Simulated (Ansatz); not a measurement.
**Single-point calculation of Sr8Ti8HO24 (part 2 of 2)**

Sr8Ti8HO24 (defect cell, 41 atoms in the cell); DFT PBE, scalar-relativistic, plane waves, PAW, spin-polarised (Ansatz 0.2.0); cutoff 420 eV, 2×2×2 k-mesh, Gaussian smearing of 0.05 eV, collinear spins. The structure derives from an entry of the Crystallography Open Database.

The program's output, continued:
```
  k-point 1 ↑: bands = ["-46.1981", "-46.1963", "-46.1503", "-46.1500", "-46.0153", "-46.0150", "-46.0130", "-46.0126", "-22.6481", "-22.6031", "-22.5735", "-22.5700", "-22.5473", "-22.5377", "-22.5274", "-22.5011", "-22.4921", "-22.4669", "-22.4668", "-22.4637", "-22.4560", "-22.4429", "-22.4409", "-22.4269", "-22.4164", "-22.4069", "-22.4038", "-22.3913", "-22.3410", "-22.3332", "-22.3323", "-22.3305", "-22.3150", "-22.3143", "-22.3055", "-22.3050", "-22.3015", "-22.3007", "-22.2978", "-22.2965",
      "-9.3973", "-7.4245", "-7.3898", "-7.3792", "-7.2035", "-7.1550", "-7.0213", "-6.7852", "-6.4667", "-6.3902", "-6.3681", "-6.3454", "-6.3077", "-6.2899", "-6.2725", "-6.2476", "-6.2462", "-6.2294", "-6.2085", "-6.2022", "-6.1444", "-6.1424", "-6.1327", "-6.1076", "-4.6047", "-4.5881", "-4.5266", "-4.5222", "-4.4886", "-4.4832", "-4.4483", "-4.4445", "-4.4432", "-4.4103", "-4.4006", "-4.3801", "-4.3684", "-4.3660", "-4.2626", "-4.2558",
      "-4.2356", "-4.2106", "-4.1335", "-4.1115", "-4.0588", "-4.0039", "-3.9465", "-3.9094", "3.2548", "5.5361", "5.6728", "5.6857", "5.8154", "5.8367", "5.8995", "5.9370", "5.9802", "5.9896", "6.0160", "6.0265", "6.0457", "6.0766", "6.1536", "6.2343", "6.3780", "6.5739", "6.6271", "6.6388", "6.6735", "6.6829", "6.8048", "6.8253", "6.9273", "7.0391", "7.0903", "7.1292", "7.1684", "7.2813", "7.3015", "7.3097",
      "7.3400", "7.3788", "7.4678", "7.5246", "7.5766", "7.6274", "7.8054", "8.0568", "8.1426", "8.1495", "8.1515", "8.2122", "8.2460", "8.2806", "8.3715", "8.3994", "8.4068", "8.4990", "8.5521", "8.6175", "8.6205", "8.7330", "8.7356", "8.7684", "8.7856", "8.7928", "9.1714", "9.1976", "9.2544", "9.3531", "9.3704", "9.3732", "9.4281", "9.4619", "9.4686", "9.4839", "9.5117", "9.5950", "10.0219", "10.0373",
      "12.2753", "12.2766", "12.8918", "12.9196", "13.1413", "13.1434", "13.1624", "13.1885", "13.2604", "13.3015", "13.7112", "13.9148", "13.9213", "13.9218", "14.0779", "14.0897"]
  k-point 2 ↑: bands = ["-46.1984", "-46.1960", "-46.1509", "-46.1495", "-46.0159", "-46.0145", "-46.0135", "-46.0121", "-22.6747", "-22.5836", "-22.5629", "-22.5620", "-22.5340", "-22.5329", "-22.5308", "-22.5288", "-22.4996", "-22.4668", "-22.4630", "-22.4560", "-22.4454", "-22.4441", "-22.4419", "-22.4378", "-22.3987", "-22.3921", "-22.3902", "-22.3864", "-22.3801", "-22.3682", "-22.3301", "-22.3256", "-22.3186", "-22.3142", "-22.3070", "-22.3061", "-22.3048", "-22.2998", "-22.2875", "-22.2823",
      "-9.4240", "-7.4767", "-7.2581", "-7.2563", "-7.2485", "-7.1430", "-7.1232", "-6.6355", "-6.4527", "-6.3758", "-6.3615", "-6.3429", "-6.3210", "-6.3038", "-6.2825", "-6.2549", "-6.2521", "-6.2472", "-6.2354", "-6.2056", "-6.1960", "-6.1857", "-6.1680", "-6.1425", "-4.6719", "-4.6363", "-4.5817", "-4.5292", "-4.5231", "-4.4997", "-4.4443", "-4.4356", "-4.4023", "-4.3910", "-4.3480", "-4.3270", "-4.3097", "-4.2969", "-4.2619", "-4.2475",
      "-4.2016", "-4.1477", "-4.1390", "-4.1278", "-4.0571", "-4.0479", "-3.9850", "-3.9696", "3.2871", "5.1198", "5.6003", "5.7873", "5.7972", "5.8302", "5.8652", "5.8928", "5.9511", "6.0102", "6.1069", "6.1483", "6.1507", "6.2057", "6.3318", "6.5718", "6.6090", "6.6720", "6.6987", "6.7190", "6.7443", "6.7602", "6.7638", "6.7837", "6.7905", "6.8386", "7.0274", "7.0962", "7.2495", "7.2726", "7.2983", "7.3000",
      "7.3205", "7.3310", "7.4324", "7.4356", "7.4527", "7.5569", "7.7295", "7.8550", "7.9163", "8.1467", "8.2137", "8.2276", "8.2288", "8.3495", "8.3638", "8.3921", "8.4909", "8.5439", "8.5586", "8.5665", "8.6221", "8.6640", "8.7355", "8.8156", "8.8209", "8.8870", "9.1172", "9.1538", "9.2912", "9.3882", "9.4312", "9.4361", "9.4403", "9.4836", "9.5092", "9.5113", "9.5277", "9.5313", "9.5600", "9.9487",
      "12.1628", "12.5474", "13.1153", "13.1339", "13.1357", "13.2031", "13.2158", "13.2269", "13.2353", "13.2932", "13.6929", "13.7881", "13.9481", "13.9592", "14.0313", "14.0356"]
  k-point 7 ↓: bands = ["-46.1205", "-46.1187", "-46.0712", "-46.0709", "-45.8792", "-45.8789", "-45.8737", "-45.8731", "-22.5743", "-22.5433", "-22.5300", "-22.5168", "-22.5111", "-22.4953", "-22.4861", "-22.4677", "-22.4650", "-22.4531", "-22.4491", "-22.4241", "-22.3850", "-22.3840", "-22.3566", "-22.3487", "-22.3394", "-22.3328", "-22.3316", "-22.3287", "-22.2082", "-22.2048", "-22.2029", "-22.1980", "-22.1960", "-22.1947", "-22.1910", "-22.1906", "-22.1730", "-22.1713", "-22.1638", "-22.1630",
      "-9.3892", "-7.2848", "-7.1495", "-7.1273", "-7.0241", "-7.0052", "-6.9780", "-6.9317", "-6.7135", "-6.6135", "-6.4225", "-6.4158", "-6.3776", "-6.3462", "-6.3375", "-6.3257", "-6.2935", "-6.2816", "-6.2529", "-6.2196", "-6.1954", "-6.1868", "-6.1761", "-6.1600", "-4.5853", "-4.5502", "-4.5468", "-4.5236", "-4.5195", "-4.4886", "-4.4778", "-4.4483", "-4.4235", "-4.4062", "-4.3973", "-4.3928", "-4.3830", "-4.2934", "-4.2691", "-4.2676",
      "-4.1593", "-4.1229", "-4.0680", "-4.0578", "-4.0526", "-4.0503", "-4.0480", "-4.0268", "3.2582", "5.6052", "5.9021", "6.0384", "6.0843", "6.0930", "6.0990", "6.1050", "6.3291", "6.4129", "6.4882", "6.6798", "6.7073", "6.7206", "6.7528", "6.7883", "6.8058", "6.8085", "6.8219", "6.8580", "6.8771", "6.8879", "6.9036", "6.9331", "6.9600", "6.9673", "6.9930", "7.1051", "7.1452", "7.1624", "7.1783", "7.1840",
      "7.1878", "7.1892", "7.2058", "7.2349", "7.2377", "7.2393", "7.2542", "7.2911", "7.3739", "7.3775", "7.3892", "7.3950", "7.4103", "7.4391", "7.4916", "7.5318", "8.3370", "8.7847", "8.8754", "8.9414", "8.9506", "9.0762", "9.0931", "9.0969", "9.1679", "9.1756", "9.2076", "9.2363", "9.2421", "9.2698", "9.2704", "9.2992", "9.3207", "9.3297", "9.3363", "9.4134", "9.4625", "9.4722", "9.4976", "9.5101",
      "13.1842", "13.3940", "13.4943", "13.5295", "13.6500", "13.6551", "13.6624", "13.7139", "13.7297", "13.7373", "13.7474", "13.7495", "13.7671", "13.7742", "13.7811", "13.7922"]
--- Löwdin populations: 41 sites ---
  site symbol       q [e]    m [muB]
     0     Sr      8.2662     0.0001
     1     Sr      8.2659     0.0001
     2     Sr      8.2657     0.0001
     3     Sr      8.2617     0.0001
     4     Sr      8.2624     0.0001
     5     Sr      8.2658     0.0001
     6     Sr      8.2656     0.0001
     7     Sr      8.2660     0.0001
     8     Ti     10.8478     0.1611
     9     Ti     10.8254     0.0902
    10     Ti     10.8626     0.1655
    11     Ti     10.8122     0.0926
    12     Ti     10.8626     0.1653
    13     Ti     10.8121     0.0928
    14     Ti     10.8478     0.1612
    15     Ti     10.8257     0.0901
    16      O      6.8724    -0.0107
    17      O      6.8163    -0.0018
    18      O      6.9024    -0.0097
    19      O      6.8942    -0.0059
    20      O      6.8919    -0.0101
    21      O      6.8757    -0.0060
    22      O      6.8923    -0.0105
    23      O      6.7810    -0.0058
    24      O      6.8757    -0.0039
    25      O      6.9001    -0.0089
    26      O      6.8518    -0.0043
    27      O      6.8780    -0.0096
    28      O      6.8711    -0.0075
    29      O      6.8704    -0.0076
    30      O      6.8770    -0.0077
    31      O      6.8775    -0.0077
    32      O      6.9003    -0.0089
    33      O      6.8755    -0.0039
    34      O      6.8782    -0.0096
    35      O      6.8514    -0.0043
    36      O      6.8770    -0.0077
    37      O      6.8776    -0.0077
    38      O      6.8711    -0.0075
    39      O      6.8705    -0.0076
    40      H      0.6917     0.0001
  spilling = 0.007986 (of n_electrons = 321.000000)
--- Band densities, each state counted as filled ---
  window                                       electrons  max residual (eV)  cut levels
  e_range: [-0.25, 0.25]             1.250000 + 1.250000             2.3e-6           0
  e_range: [-1.2, 0]                 0.875000 + 0.000000             2.2e-6           0
  e_range: [0, 1.2]                  7.500000 + 8.000000             3.6e-6           0
```

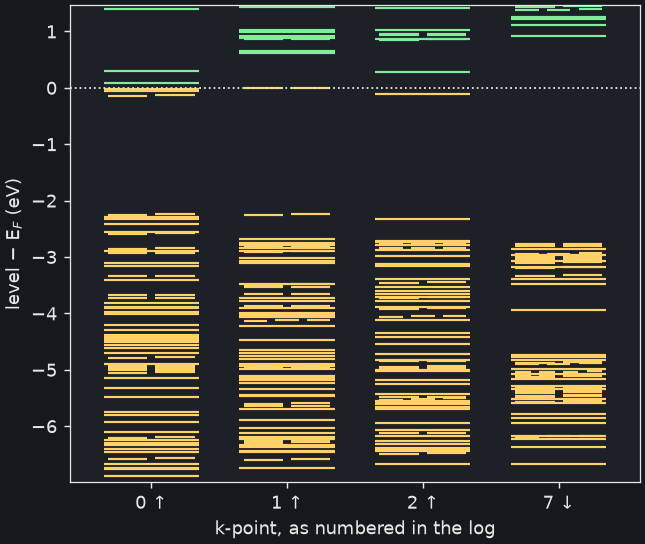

*Kohn–Sham levels near the Fermi level (dotted) at the few k-points that the log prints; levels within 0.02 eV of each other stand side by side.*

The system is metallic on the full mesh.

The run was set up as follows.

Input file:
```yaml
crystal:
  lattice:
    - [5.511, -5.511, 0.0]
    - [5.511, 5.511, 0.0]
    - [0.0, 0.0, 7.796]
  atoms:
    - { symbol: Sr, position: [0.2495308485, 0.2423539964, 0.7480773256] }
    - { symbol: Sr, position: [0.256525978, 0.7553049134, 0.2481176798] }
    - { symbol: Sr, position: [0.7463967752, 0.2374137575, 0.2479645292] }
    - { symbol: Sr, position: [0.7414670176, 0.7662476173, 0.7479234134] }
    - { symbol: Sr, position: [0.7422778064, 0.230342035, 0.7480042496] }
    - { symbol: Sr, position: [0.7474726558, 0.757440356, 0.2479080076] }
    - { symbol: Sr, position: [0.256568467, 0.2406040073, 0.248090384] }
    - { symbol: Sr, position: [0.2505782307, 0.7548296794, 0.7480921278] }
    - { symbol: Ti, position: [-0.0007980624, -0.0018965382, -0.0010996206], spin: 0.1 }
    - { symbol: Ti, position: [0.0073100743, 0.4979144538, 0.48135637], spin: 0.05 }
    - { symbol: Ti, position: [0.4971028507, -0.0018744039, 0.4976104084], spin: 0.1 }
    - { symbol: Ti, position: [0.5099572719, 0.4980901174, -0.0057031227], spin: 0.06 }
    - { symbol: Ti, position: [0.4970997451, -0.001912956, -0.0015252293], spin: 0.1 }
    - { symbol: Ti, position: [0.5099783812, 0.498114673, 0.501322704], spin: 0.06 }
    - { symbol: Ti, position: [-0.0008112529, -0.001912744, 0.4971503809], spin: 0.1 }
    - { symbol: Ti, position: [0.0075188502, 0.4979227732, 0.0151272368], spin: 0.05 }
    - { symbol: O, position: [0.0086363758, 0.0019558988, 0.2481123515], spin: -0.01 }
    - { symbol: O, position: [0.030438435, 0.5017799158, 0.7482001855] }
    - { symbol: O, position: [0.505941147, -0.0009002868, 0.74804244], spin: -0.01 }
    - { symbol: O, position: [0.5354369323, 0.4991679077, 0.2480681094] }
    - { symbol: O, position: [0.4884782644, -0.0028247594, 0.2480295122], spin: -0.01 }
    - { symbol: O, position: [0.4570091488, 0.497103049, 0.7481142822] }
    - { symbol: O, position: [-0.0113252479, -0.0055958166, 0.7481365374], spin: -0.01 }
    - { symbol: O, position: [-0.0498185981, 0.494404324, 0.248200564] }
    - { symbol: O, position: [0.7499595227, 0.4990500269, -0.051023651] }
    - { symbol: O, position: [0.7472993662, 0.9973670291, 0.4890622913], spin: -0.01 }
    - { symbol: O, position: [0.2444504498, 0.4972379007, 0.4627595973] }
    - { symbol: O, position: [0.248073054, 0.9987648562, -0.011646728], spin: -0.01 }
    - { symbol: O, position: [-0.003851245, 0.2500906319, -0.0031192416], spin: -0.01 }
    - { symbol: O, position: [-0.0025185379, 0.7460942509, 0.4916229296], spin: -0.01 }
    - { symbol: O, position: [0.4984243915, 0.2489984973, 0.4972650731], spin: -0.01 }
    - { symbol: O, position: [0.4968068096, 0.7472176202, -0.0035242131], spin: -0.01 }
    - { symbol: O, position: [0.747326111, -0.0026320042, 0.0071152184], spin: -0.01 }
    - { symbol: O, position: [0.7498306522, 0.4989933598, 0.5472525968] }
    - { symbol: O, position: [0.2480589521, -0.0012468103, 0.5078632214], spin: -0.01 }
    - { symbol: O, position: [0.2445253638, 0.4972416248, 0.0338016088] }
    - { symbol: O, position: [0.4984629862, 0.2490053261, -0.0013362799], spin: -0.01 }
    - { symbol: O, position: [0.4967850459, 0.7472312975, 0.4994549709], spin: -0.01 }
    - { symbol: O, position: [0.9961254304, 0.2500594342, 0.4995644644], spin: -0.01 }
    - { symbol: O, position: [0.9975461498, 0.7461019625, 0.004826547], spin: -0.01 }
    - { symbol: H, position: [0.9041339588, 0.4994823719, 0.7486448939] }
magnetization:
  spin_polarized: true
basis:
  ecutwfc: 420
  fft_grid_basis: typed
kpoints:
  mp_grid: { grid: [2, 2, 2] }
hamiltonian:
  xc: pbe
  pseudopotentials: { kind: paw }
scf:
  occupations: { method: gaussian, width: 0.05 }
  n_extra_bands: 15
output:
  forces: true
  stress: false
  eigenvalues: true
  bader: false
  write_density: false
  volumetric_format: npy
  populations: true
  band_densities:
    - { e_range: [-0.25, 0.25] }
    - { e_range: [-1.2, 0.0] }
    - { e_range: [0.0, 1.2] }
  dos:
    e_range: [-30, 8]
    de: 0.02
    method: { smearing: { sigma: 0.03, scheme: gaussian } }
    projected: { site_lists: { H: [H], O: [O], Sr: [Sr], Ti: [Ti] } }
checkpoint:
  read: start.run
  write: ck
  compress: false
  write_wavefunctions: false
  write_every: 100000
```

Command:
```bash
ansatz run input.yaml --threads 4 --pin off --max-ram 10240MiB --backend cpu --events-out ev --progress --plain --runs-dir out
```

Key numbers:

| quantity | value |
| --- | --- |
| outcome | converged |
| electrons treated | 321 |
| free energy | −62050.3882 eV |
| Fermi energy | 12.272 eV |
| gap on the k-point mesh | none (metallic) |
| net moment of the cell | 0.87 μB |
| integrated absolute moment | 1.16 μB |
| largest force (length of the vector) | 0.025 eV/Å |
| hardware | 4 threads of Arm Neoverse V1, 24 GiB of memory available, shared host |
| wall time | 2.2 min (CPU time 8.6 min) |
| peak memory | 2.6 GiB |

Remarks:

Notes on the run: the state was not tested for a lower one.
